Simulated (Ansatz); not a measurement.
Ti12H: several calculations on one system

### Relaxation

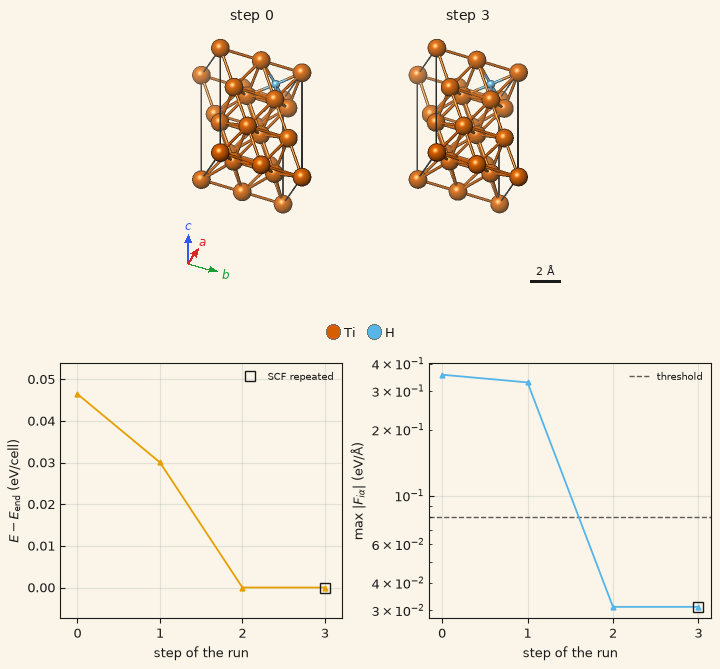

First and last geometry of a relaxation of a defect cell of composition Ti$_{12}$H, with the history of the run. Style: ball-and-stick. Shown: the cell of the calculation, reduced to other axes, from a free direction. Lengths and directions refer to the drawn axes.

It is an interstitial H in hcp Ti. The run prepares the start of a later molecular dynamics calculation, from a guessed geometry.

The calculation used DFT PBE-D3(BJ), scalar-relativistic, plane waves, PAW (Ansatz 0.2.0).

Input
```yaml
accuracy: low
crystal:
  lattice:
    - [5.9, 0.0, 0.0]
    - [-4.425, 7.664325, 0.0]
    - [0.0, 0.0, 4.6846]
  atoms:
    - { symbol: Ti, position: [0.0, 0.0, 0.0] }
    - { symbol: Ti, position: [0.1666667, 0.2222222, 0.5] }
    - { symbol: Ti, position: [0.0, 0.3333333, 0.0] }
    - { symbol: Ti, position: [0.1666667, 0.5555556, 0.5] }
    - { symbol: Ti, position: [0.0, 0.6666667, 0.0] }
    - { symbol: Ti, position: [0.1666667, 0.8888889, 0.5] }
    - { symbol: Ti, position: [0.5, 0.0, 0.0] }
    - { symbol: Ti, position: [0.6666667, 0.2222222, 0.5] }
    - { symbol: Ti, position: [0.5, 0.3333333, 0.0] }
    - { symbol: Ti, position: [0.6666667, 0.5555556, 0.5] }
    - { symbol: Ti, position: [0.5, 0.6666667, 0.0] }
    - { symbol: Ti, position: [0.6666667, 0.8888889, 0.5] }
    - { symbol: H, position: [0.8440102, 0.1085869, 0.2469641] }
basis:
  ecutwfc: 420.0
kpoints:
  mp_grid: { grid: [3, 2, 4] }
hamiltonian:
  xc: pbe
  dispersion: d3bj
scf:
  occupations: { method: fermi_dirac, width: 0.15 }
  lower_state_search: "off"
relax:
  f_tol: 0.08
  max_steps: 25
  adjacent_minimum: "off"
```

Run as
```bash
ansatz run input.yaml --threads 2 --pin off --max-ram 5120MiB --backend cpu --events-out ev --progress --plain --runs-dir out
```

**What do the curves and the structures tell?**

It converged. The energy falls by 46.4 meV per cell of the calculation in 2 accepted moves (3 points after the start). The largest force component goes from 0.36 to 0.031 eV/Å. 1 step only repeated the SCF at the same geometry. The largest move is that of H13, 0.061 Å roughly along [−1 −3 −1]. By element the largest moves are H 0.061 Å, Ti 0.040 Å. The lattice vectors keep their values. Some distances before and after: Ti1–H13 1.998 → 2.087 Å, Ti2–Ti8 2.950 → 3.015 Å, Ti2–Ti8 (another image) 2.950 → 2.885 Å, Ti2–H13 2.031 → 2.094 Å. Among the angles between lasting bonds that change: Ti2–H13–Ti7 176.2° → 179.5°, Ti1–H13–Ti2 91.9° → 88.9°, Ti1–H13–Ti12 91.0° → 88.5°.

Limits of the set-up: the program's low-accuracy preset was used; the periodic images lie only 4.7 Å apart, so the values are limited by the cell's size.

### Dynamics

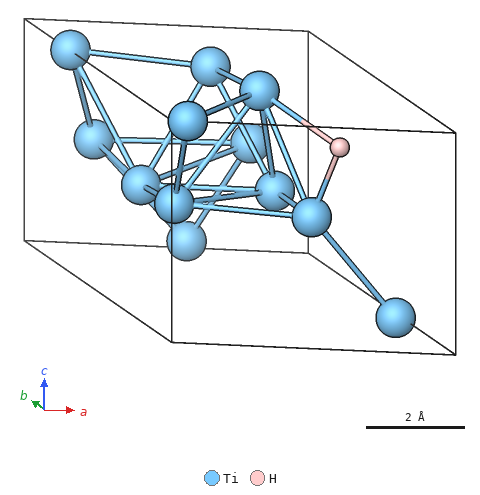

Starting frame of a dynamics run of Ti with an interstitial H (13 atoms in the cell). It starts from the last geometry of an earlier run, with fresh velocities. The picture is a ball-and-stick view of the simulation cell, seen slightly off an axis. Bonds to atoms that aren't drawn are left out.

All numbers below come from DFT PBE-D3(BJ), scalar-relativistic, plane waves, PAW in Ansatz 0.2.0.

Input
```yaml
accuracy: low
crystal:
  lattice:
    - [5.9, 0.0, 0.0]
    - [-4.425, 7.664325, 0.0]
    - [0.0, 0.0, 4.6846]
  atoms:
    - { symbol: Ti, position: [0.05680253, 0.00331674, -0.00669125] }
    - { symbol: Ti, position: [0.1210636, 0.2189338, 0.52580491] }
    - { symbol: Ti, position: [-0.04416745, 0.32705875, 0.00953658] }
    - { symbol: Ti, position: [0.18330859, 0.56345262, 0.45554695] }
    - { symbol: Ti, position: [0.00445615, 0.69732834, -0.00795972] }
    - { symbol: Ti, position: [0.18113367, 0.87944959, 0.51612048] }
    - { symbol: Ti, position: [0.55877629, -0.02108974, 0.03333999] }
    - { symbol: Ti, position: [0.60520012, 0.22063908, 0.49185028] }
    - { symbol: Ti, position: [0.49226972, 0.3565627, -0.00794157] }
    - { symbol: Ti, position: [0.6334923, 0.52458945, 0.47271824] }
    - { symbol: Ti, position: [0.47819868, 0.66143117, -0.03957128] }
    - { symbol: Ti, position: [0.74090788, 0.89820539, 0.52129823] }
    - { symbol: H, position: [0.68329441, 0.18046682, 1.82858825] }
basis:
  ecutwfc: 420.0
kpoints:
  mp_grid: { grid: [3, 2, 4] }
hamiltonian:
  xc: pbe
  dispersion: d3bj
scf:
  occupations: { method: fermi_dirac, width: 0.15 }
  lower_state_search: "off"
md:
  timestep: 0.75
  n_steps: 300
  ensemble: nvt_langevin
  temperature: 1680.0
  initial_velocities: maxwell_boltzmann
  seed: 83078
  friction: 0.005
```

Run as
```bash
ansatz run input.yaml --threads 2 --pin off --max-ram 5120MiB --backend cpu --events-out ev --progress --plain --runs-dir out
```

### What does the trajectory do?

The mean temperature in the second half is 2000 K (standard deviation 317 K). The potential energy in the second half lies on average 144 meV per atom above the first frame. Root-mean-square distances from the starting positions over the second half, with the common drift of all atoms taken out: H 2.69 Å, Ti 0.57 Å. Against the typical shortest distance between atoms in the first frame, about 2.6 Å these are large excursions, but over 225 fs one can't yet tell strong vibration from the start of diffusion. 1 of the 13 free atoms end more than three quarters of that spacing from the start.

Along the run (each row but the first and the last is the mean over the interval that it begins):

```tsv
time (fs)	potential energy (meV/atom)	T (K)
0.0	0.0	1551
22.5	35.0	1182
45.0	45.3	1244
67.5	58.2	1533
90.0	99.8	1578
112.5	127.5	1717
135.0	126.8	2135
157.5	135.1	1873
180.0	104.6	2473
202.5	220.5	1814
225.0	257.9	1620
```

The paths of the atoms:

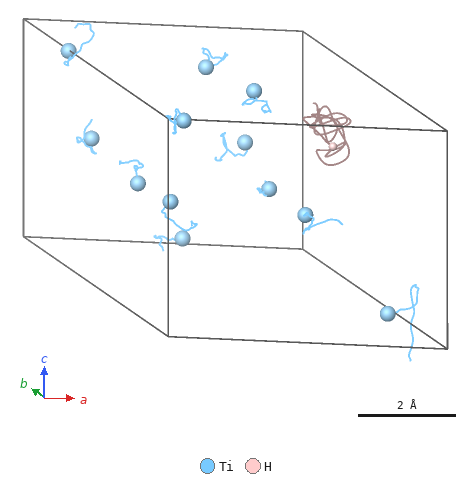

Limits of the set-up: the program's low-accuracy preset was used; the periodic images lie only 4.7 Å apart, so the values are limited by the cell's size.

### Energy conservation

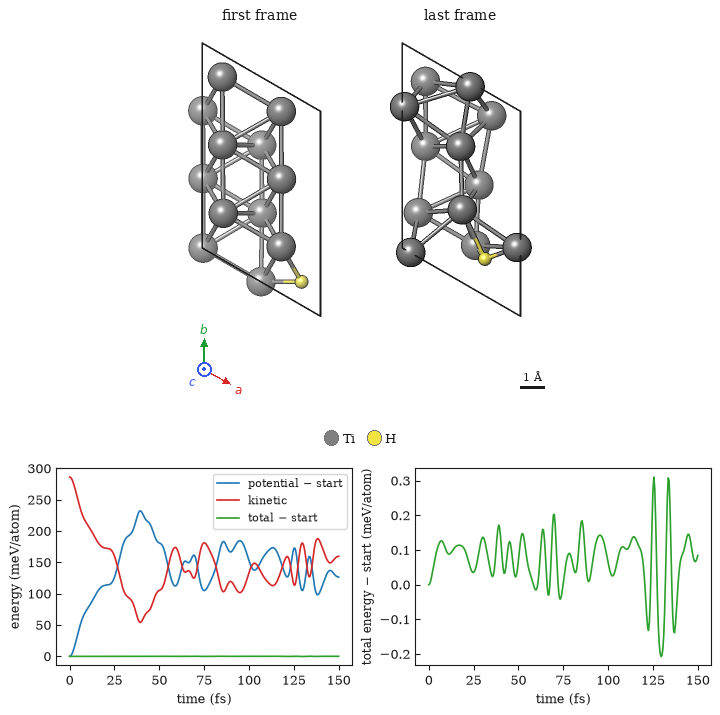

Molecular dynamics of Ti with an interstitial H (13 atoms in the cell), 150 fs long. A ball-and-stick model of the simulation cell, seen along the c axis. Bonds to atoms that aren't drawn are left out.

All numbers below come from Ansatz, DFT PBE-D3(BJ), scalar-relativistic, plane waves, PAW. Run with plane-wave cutoff 420 eV; k-point mesh 3 × 2 × 4; Fermi-Dirac smearing 0.15 eV; low-accuracy preset; constant energy (NVE); velocities drawn for 2400 K; time step 0.5 fs.

> Check the integration.

The total energy stays between −0.21 and 0.31 meV per atom of its start. A straight-line fit has a slope that amounts to −0.031 meV per atom over 150 fs (under 0.1 % of the mean kinetic energy), and the ripple about it is 0.2 % of the kinetic energy's fluctuation. With a drift under 2 % and a ripple under 7 %, the integration is accurate. The mean temperature in the second half is 1173 K (standard deviation 202 K). The first frame carries almost no forces, so kinetic energy first flows into potential energy: the temperature drops from 2400 to 454 K within 40 fs, and without a thermostat its mean stays below the start. The potential energy in the second half lies on average 146 meV per atom above the first frame.

Limits of the set-up: the program's low-accuracy preset was used; the periodic images lie only 4.7 Å apart, so the values are limited by the cell's size.
